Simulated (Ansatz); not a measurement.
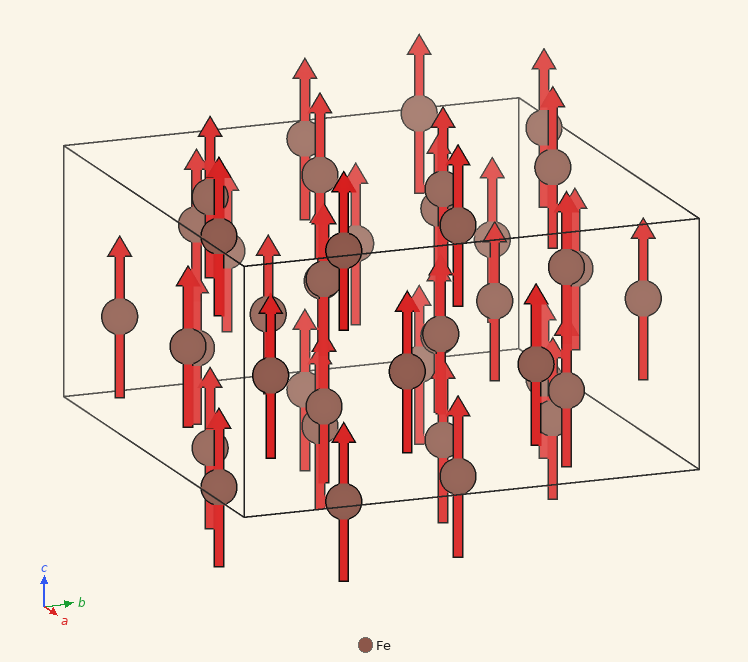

This spheres-only model is shown slightly off an axis. The simulation cell is outlined; an atom on or near a face, edge or corner is repeated at each equivalent position. Arrows are the site magnetic moments above 0.25 μB; longer means larger, and red and blue are up and down (without spin-orbit coupling the axis itself is arbitrary).

This is the state reached for Fe. Level of theory: DFT PBE, scalar-relativistic, plane waves, PAW in Ansatz. Settings were an energy cutoff of 420 eV, 6×6×8 k-mesh, Gaussian smearing of 0.1 eV, collinear spins.

Characterise the magnetic order.

Answer. Ferromagnetic (within this cell). Site moments: 28 Fe +2.1 to +2.6 μB. The net spin moment of the whole cell is 65.7 μB, including what lies between the atoms and on sites without an arrow.

Source of the structure: a structure listed in the Materials Project. The structure drawn was relaxed with Ansatz, DFT PBE, scalar-relativistic, plane waves, PAW.
